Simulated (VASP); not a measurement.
# Band-structure run of GaSb (part 1 of 2)

System: GaSb (F-43m, 2 atoms in the cell).
Method: Kohn-Sham DFT of a periodic cell, PBEsol, spin-orbit coupling, VASP PAW PBE potentials, recommended, no spin polarisation (VASP 6.6.1).

The structure was built on a prototype by a generator; it need not be a known phase.

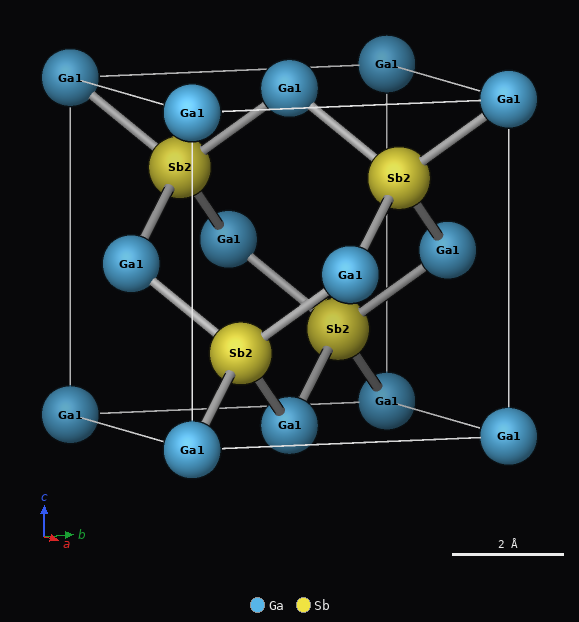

Fig. 1: The structure as given in the input (ball-and-stick view of the cell 4 times as large as that of the calculation, set on its symmetry axes, seen slightly off an axis; atoms are numbered from 1 in the order of the input). An atom can appear more than once, as a periodic image.

Summary

- outcome: converged
- space group (tolerance 0.01 Å): F-43m (216)
- electrons treated: 18
- free energy: −8.1909 eV
- gap on the k-point mesh: none (metallic)
- gap on the band path: 0.00 eV
- pressure: 0.17 GPa
- largest force (length of the vector): under 0.001 eV/Å
- hardware: 1 thread of Intel Xeon (Granite Rapids), 192 GiB of memory available, shared host
- wall time: 3.3 min
- peak memory: 0.33 GiB

INCAR
```
SYSTEM = GaSb
PREC = Accurate ; ENCUT = 520
EDIFF = 1E-6 ; ISMEAR = 0
SIGMA = 0.03 ; LREAL = .False.
LASPH = .True. ; NELM = 80
ALGO = Fast ; ISIF = 2
LWAVE = .False. ; LCHARG = .False.
MAGMOM = 0 0 0 0 0 0 ; LORBIT = 11
LSORBIT = .True. ; GGA_COMPAT = .False.
GGA = PS ; NBANDS = 32
```

KPOINTS
```
Automatic mesh
0
Gamma
  6 6 6
  0 0 0
```

KPOINTS_OPT
```
explicit points
109
Reciprocal
 0.0000000000  0.0000000000  0.0000000000 1
 0.0555555556  0.0000000000  0.0555555556 1
 0.1111111111  0.0000000000  0.1111111111 1
 0.1666666667  0.0000000000  0.1666666667 1
 0.2222222222  0.0000000000  0.2222222222 1
 0.2777777778  0.0000000000  0.2777777778 1
 0.3333333333  0.0000000000  0.3333333333 1
 0.3888888889  0.0000000000  0.3888888889 1
 0.4444444444  0.0000000000  0.4444444444 1
 0.5000000000  0.0000000000  0.5000000000 1
 0.5000000000  0.0000000000  0.5000000000 1
 0.5000000000  0.0277777778  0.5277777778 1
 0.5000000000  0.0555555556  0.5555555556 1
 0.5000000000  0.0833333333  0.5833333333 1
 0.5000000000  0.1111111111  0.6111111111 1
 0.5000000000  0.1388888889  0.6388888889 1
 0.5000000000  0.1666666667  0.6666666667 1
 0.5000000000  0.1944444444  0.6944444444 1
 0.5000000000  0.2222222222  0.7222222222 1
 0.5000000000  0.2500000000  0.7500000000 1
 0.5000000000  0.2500000000  0.7500000000 1
 0.4861111111  0.2638888889  0.7500000000 1
 0.4722222222  0.2777777778  0.7500000000 1
 0.4583333333  0.2916666667  0.7500000000 1
 0.4444444444  0.3055555556  0.7500000000 1
 0.4305555556  0.3194444444  0.7500000000 1
 0.4166666667  0.3333333333  0.7500000000 1
 0.4027777778  0.3472222222  0.7500000000 1
 0.3888888889  0.3611111111  0.7500000000 1
 0.3750000000  0.3750000000  0.7500000000 1
 0.3750000000  0.3750000000  0.7500000000 1
 0.3333333333  0.3333333333  0.6666666667 1
 0.2916666667  0.2916666667  0.5833333333 1
 0.2500000000  0.2500000000  0.5000000000 1
 0.2083333333  0.2083333333  0.4166666667 1
 0.1666666667  0.1666666667  0.3333333333 1
 0.1250000000  0.1250000000  0.2500000000 1
 0.0833333333  0.0833333333  0.1666666667 1
 0.0416666667  0.0416666667  0.0833333333 1
 0.0000000000  0.0000000000  0.0000000000 1
 0.0000000000  0.0000000000  0.0000000000 1
 0.0555555556  0.0555555556  0.0555555556 1
 0.1111111111  0.1111111111  0.1111111111 1
 0.1666666667  0.1666666667  0.1666666667 1
 0.2222222222  0.2222222222  0.2222222222 1
 0.2777777778  0.2777777778  0.2777777778 1
 0.3333333333  0.3333333333  0.3333333333 1
 0.3888888889  0.3888888889  0.3888888889 1
 0.4444444444  0.4444444444  0.4444444444 1
 0.5000000000  0.5000000000  0.5000000000 1
 0.5000000000  0.5000000000  0.5000000000 1
 0.5138888889  0.4722222222  0.5138888889 1
 0.5277777778  0.4444444444  0.5277777778 1
 0.5416666667  0.4166666667  0.5416666667 1
 0.5555555556  0.3888888889  0.5555555556 1
 0.5694444444  0.3611111111  0.5694444444 1
 0.5833333333  0.3333333333  0.5833333333 1
 0.5972222222  0.3055555556  0.5972222222 1
 0.6111111111  0.2777777778  0.6111111111 1
 0.6250000000  0.2500000000  0.6250000000 1
 0.6250000000  0.2500000000  0.6250000000 1
 0.6111111111  0.2500000000  0.6388888889 1
 0.5972222222  0.2500000000  0.6527777778 1
 0.5833333333  0.2500000000  0.6666666667 1
 0.5694444444  0.2500000000  0.6805555556 1
 0.5555555556  0.2500000000  0.6944444444 1
 0.5416666667  0.2500000000  0.7083333333 1
 0.5277777778  0.2500000000  0.7222222222 1
 0.5138888889  0.2500000000  0.7361111111 1
 0.5000000000  0.2500000000  0.7500000000 1
 0.5000000000  0.2500000000  0.7500000000 1
 0.5000000000  0.2777777778  0.7222222222 1
 0.5000000000  0.3055555556  0.6944444444 1
 0.5000000000  0.3333333333  0.6666666667 1
 0.5000000000  0.3611111111  0.6388888889 1
 0.5000000000  0.3888888889  0.6111111111 1
 0.5000000000  0.4166666667  0.5833333333 1
 0.5000000000  0.4444444444  0.5555555556 1
 0.5000000000  0.4722222222  0.5277777778 1
 0.5000000000  0.5000000000  0.5000000000 1
 0.5000000000  0.5000000000  0.5000000000 1
 0.4861111111  0.4861111111  0.5277777778 1
 0.4722222222  0.4722222222  0.5555555556 1
 0.4583333333  0.4583333333  0.5833333333 1
 0.4444444444  0.4444444444  0.6111111111 1
 0.4305555556  0.4305555556  0.6388888889 1
 0.4166666667  0.4166666667  0.6666666667 1
 0.4027777778  0.4027777778  0.6944444444 1
 0.3888888889  0.3888888889  0.7222222222 1
 0.3750000000  0.3750000000  0.7500000000 1
 0.6250000000  0.2500000000  0.6250000000 1
 0.6111111111  0.2222222222  0.6111111111 1
 0.5972222222  0.1944444444  0.5972222222 1
 0.5833333333  0.1666666667  0.5833333333 1
 0.5694444444  0.1388888889  0.5694444444 1
 0.5555555556  0.1111111111  0.5555555556 1
 0.5416666667  0.0833333333  0.5416666667 1
 0.5277777778  0.0555555556  0.5277777778 1
 0.5138888889  0.0277777778  0.5138888889 1
 0.5000000000  0.0000000000  0.5000000000 1
 0.0000000000  0.0000000000  0.0000000000 1
 0.3750000000  0.3750000000  0.7500000000 1
 0.5000000000  0.5000000000  0.5000000000 1
 0.6250000000  0.2500000000  0.6250000000 1
 0.5000000000  0.2500000000  0.7500000000 1
 0.5000000000  0.0000000000  0.5000000000 1
 0.4000000000  0.0000000000  0.4000000000 1
 0.4250000000  0.0000000000  0.4250000000 1
 0.4500000000  0.0000000000  0.4500000000 1
```

POSCAR
```
GaSb                                    
1.0
    0.0000000000      3.0573977441      3.0573977441
    3.0573977441      0.0000000000      3.0573977441
    3.0573977441      3.0573977441      0.0000000000
  Ga              Sb            
     1     1
Direct
     1.0000000000000000    1.0000000000000000    1.0000000000000000
     0.2500000000000000    0.2500000000000000    0.2500000000000000
```

Launch command:
```bash
cat potpaw_PBE.64/Ga_d/POTCAR potpaw_PBE.64/Sb/POTCAR > POTCAR
mpirun -np 1 vasp_ncl > vasp.out
```

OSZICAR
```
N       E                     dE             d eps       ncg     rms          rms(c)
DAV:   1     0.130545356866E+03    0.13055E+03   -0.78709E+03  1560   0.141E+03
DAV:   2     0.873695947337E+01   -0.12181E+03   -0.11547E+03  1488   0.416E+02
DAV:   3    -0.771530160838E+01   -0.16452E+02   -0.16290E+02  1680   0.107E+02
DAV:   4    -0.828201734510E+01   -0.56672E+00   -0.56602E+00  1656   0.221E+01
DAV:   5    -0.829493502044E+01   -0.12918E-01   -0.12916E-01  1768   0.322E+00    0.357E+00
RMM:   6    -0.821715765168E+01    0.77777E-01   -0.79689E-02  2058   0.307E+00    0.213E+00
RMM:   7    -0.819117466544E+01    0.25983E-01   -0.37745E-02  1979   0.148E+00    0.128E+00
RMM:   8    -0.819045195021E+01    0.72272E-03   -0.11958E-02  2246   0.712E-01    0.214E-01
RMM:   9    -0.819068251447E+01   -0.23056E-03   -0.15484E-03  2028   0.360E-01    0.556E-02
RMM:  10    -0.819085652573E+01   -0.17401E-03   -0.26304E-04  2045   0.143E-01    0.218E-02
RMM:  11    -0.819089544357E+01   -0.38918E-04   -0.74100E-05  2079   0.694E-02    0.100E-02
RMM:  12    -0.819089597432E+01   -0.53075E-06   -0.13513E-05  2135   0.301E-02    0.500E-03
RMM:  13    -0.819089612902E+01   -0.15470E-06   -0.23222E-06  1768   0.144E-02
   1 F= -.81908961E+01 E0= -.81908178E+01  d E =-.156719E-03  mag=     0.0000    -0.0000     0.0000
       N       E                     dE             ncg
DAV:   1     0.797787991940E+03   -0.90994E+04     1576
DAV:   2    -0.190041441155E+04   -0.26982E+04     1496
DAV:   3    -0.227129567938E+04   -0.37088E+03     1704
DAV:   4    -0.228410120278E+04   -0.12806E+02     1752
DAV:   5    -0.228437427177E+04   -0.27307E+00     1792
DAV:   6    -0.228438646212E+04   -0.12190E-01     2080
DAV:   7    -0.228438656287E+04   -0.10075E-03     1856
DAV:   8    -0.228438656484E+04   -0.19738E-05     1640
DAV:   9    -0.228438656498E+04   -0.13854E-06     1160
       N       E                     dE             ncg
DAV:   1     0.750922741496E+03   -0.65901E+04     1544
DAV:   2    -0.185496366212E+04   -0.26059E+04     1528
DAV:   3    -0.220773865185E+04   -0.35277E+03     1664
DAV:   4    -0.222030361036E+04   -0.12565E+02     1720
DAV:   5    -0.222059549202E+04   -0.29188E+00     1704
DAV:   6    -0.222061197478E+04   -0.16483E-01     2080
DAV:   7    -0.222061206574E+04   -0.90967E-04     1752
DAV:   8    -0.222061206780E+04   -0.20571E-05     1616
DAV:   9    -0.222061206795E+04   -0.15053E-06     1064
       N       E                     dE             ncg
DAV:   1     0.710700588396E+03   -0.99369E+04     1536
DAV:   2    -0.192498659008E+04   -0.26357E+04     1568
DAV:   3    -0.228158924696E+04   -0.35660E+03     1632
DAV:   4    -0.229388201492E+04   -0.12293E+02     1712
DAV:   5    -0.229415668340E+04   -0.27467E+00     1680
DAV:   6    -0.229416950584E+04   -0.12822E-01     2088
DAV:   7    -0.229416957911E+04   -0.73268E-04     1680
DAV:   8    -0.229416958048E+04   -0.13763E-05     1416
DAV:   9    -0.229416958068E+04   -0.19901E-06      976
       N       E                     dE             ncg
DAV:   1     0.768104064412E+03   -0.10849E+05     1568
DAV:   2    -0.194186354717E+04   -0.27100E+04     1512
DAV:   3    -0.231333524649E+04   -0.37147E+03     1664
DAV:   4    -0.232638633378E+04   -0.13051E+02     1664
DAV:   5    -0.232666813922E+04   -0.28181E+00     1672
DAV:   6    -0.232668305508E+04   -0.14916E-01     2104
DAV:   7    -0.232668313129E+04   -0.76212E-04     1704
DAV:   8    -0.232668313283E+04   -0.15402E-05     1512
DAV:   9    -0.232668313305E+04   -0.21841E-06     1064
       N       E                     dE             ncg
DAV:   1     0.113992097151E+04   -0.10957E+05     1488
DAV:   2    -0.132133286320E+04   -0.24613E+04     1416
DAV:   3    -0.164397365704E+04   -0.32264E+03     1704
DAV:   4    -0.165411036219E+04   -0.10137E+02     1712
DAV:   5    -0.165434067054E+04   -0.23031E+00     1808
DAV:   6    -0.165435090803E+04   -0.10237E-01     2000
DAV:   7    -0.165435096899E+04   -0.60968E-04     1824
DAV:   8    -0.165435097019E+04   -0.11937E-05     1440
DAV:   9    -0.165435097037E+04   -0.18406E-06     1192
```

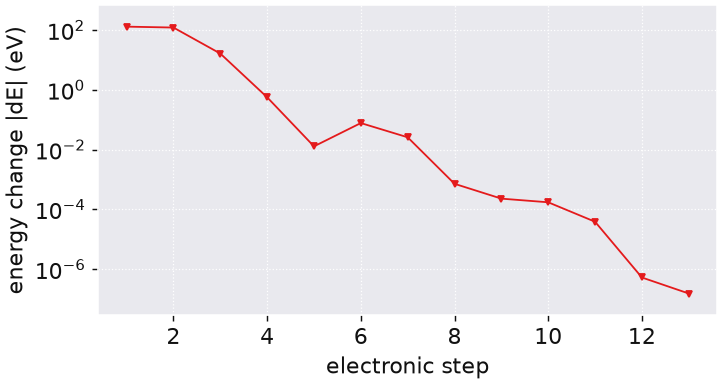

Fig. 2: Convergence of the self-consistent field: energy change |dE| against the electronic step. It takes 13 electronic steps. The density is held fixed in the first few steps, and dE rises again when its update begins.

Parts of OUTCAR
```
SYSTEM = GaSb
   PREC = Accurate
   ENCUT = 520
   EDIFF = 1E-6
   ISMEAR = 0
   LREAL = .False.
   LASPH = .True.
   NELM = 80
   ISIF = 2
   LORBIT = 11
   LSORBIT = .True.
   GGA = PS

 ion  position               nearest neighbor table
   1  0.000  0.000  0.000-   2 2.65   2 2.65   2 2.65   2 2.65
   2  0.250  0.250  0.250-   1 2.65   1 2.65   1 2.65   1 2.65

  LATTYP: Found a face centered cubic cell.
 ALAT       =     6.1147954882

  Lattice vectors:

 A1 = (   0.0000000000,   3.0573977441,   3.0573977441)
 A2 = (   3.0573977441,   0.0000000000,   3.0573977441)
 A3 = (   3.0573977441,   3.0573977441,   0.0000000000)

Analysis of symmetry for initial positions (statically):
=====================================================================
 Subroutine PRICEL returns:
 Original cell was already a primitive cell.

 Routine SETGRP: Setting up the symmetry group for a
 face centered cubic supercell.

 Subroutine GETGRP returns: Found 24 space group operations
 (whereof 24 operations were pure point group operations)
 out of a pool of 48 trial point group operations.

The static configuration has the point symmetry T_d .

Analysis of symmetry for dynamics (positions and initial velocities):
=====================================================================
 Subroutine PRICEL returns:
 Original cell was already a primitive cell.

 Routine SETGRP: Setting up the symmetry group for a
 face centered cubic supercell.

 Subroutine GETGRP returns: Found 24 space group operations
 (whereof 24 operations were pure point group operations)
 out of a pool of 48 trial point group operations.

The dynamic configuration has the point symmetry T_d .

Analysis of structural, dynamic, and magnetic symmetry:
=====================================================================
 Subroutine PRICEL returns:
 Original cell was already a primitive cell.

 Routine SETGRP: Setting up the symmetry group for a
 face centered cubic supercell.

 Subroutine GETGRP returns: Found 24 space group operations
 (whereof 24 operations were pure point group operations)
 out of a pool of 48 trial point group operations.

The overall configuration has the point symmetry T_d .

 Subroutine INISYM returns: Found 24 space group operations
 (whereof 24 operations are pure point group operations),
 and found     1 'primitive' translations

----------------------------------------------------------------------------------------

                                     Primitive cell

  volume of cell :      57.1592

  direct lattice vectors                    reciprocal lattice vectors
     0.000000000  3.057397744  3.057397744    -0.163537767  0.163537767  0.163537767
     3.057397744  0.000000000  3.057397744     0.163537767 -0.163537767  0.163537767
     3.057397744  3.057397744  0.000000000     0.163537767  0.163537767 -0.163537767

  length of vectors
     4.323813355  4.323813355  4.323813355     0.283255721  0.283255721  0.283255721

  position of ions in fractional coordinates (direct lattice)
     0.000000000  0.000000000  0.000000000
     0.250000000  0.250000000  0.250000000

  ion indices of the primitive-cell ions
   primitive index   ion index
                 1           1
                 2           2

----------------------------------------------------------------------------------------

 KPOINTS: Automatic mesh

Automatic generation of k-mesh.
 Grid dimensions read from file:
 generate k-points for:    6    6    6

 Generating k-lattice:

  Cartesian coordinates                     Fractional coordinates (reciprocal lattice)
    -0.027256295  0.027256295  0.027256295     0.166666667  0.000000000  0.000000000
     0.027256295 -0.027256295  0.027256295     0.000000000  0.166666667  0.000000000
     0.027256295  0.027256295 -0.027256295     0.000000000  0.000000000  0.166666667

  Length of vectors
     0.047209287  0.047209287  0.047209287

  Shift w.r.t. Gamma in fractional coordinates (k-lattice)
     0.000000000  0.000000000  0.000000000

 Subroutine IBZKPT returns following result:
 ===========================================

 Found     22 irreducible k-points:

 Following reciprocal coordinates:
            Coordinates               Weight
  0.000000  0.000000  0.000000      1.000000
  0.166667  0.000000  0.000000      4.000000
 -0.166667  0.000000  0.000000      4.000000
  0.333333  0.000000  0.000000      4.000000
 -0.333333  0.000000  0.000000      4.000000
  0.500000  0.000000  0.000000      4.000000
  0.166667  0.166667  0.000000      6.000000
  0.333333  0.166667  0.000000     12.000000
 -0.333333 -0.166667  0.000000     12.000000
  0.500000  0.166667  0.000000     12.000000
  0.500000 -0.166667  0.000000     12.000000
 -0.333333  0.166667  0.000000     12.000000
  0.333333 -0.166667  0.000000     12.000000
 -0.166667  0.166667  0.000000     12.000000
  0.333333  0.333333  0.000000      6.000000
  0.500000  0.333333  0.000000     12.000000
  0.500000 -0.333333  0.000000     12.000000
 -0.333333  0.333333  0.000000     12.000000
  0.500000  0.500000  0.000000      3.000000
  0.500000  0.333333  0.166667     24.000000
 -0.333333  0.333333  0.166667     24.000000
 -0.333333  0.500000  0.166667     12.000000
```
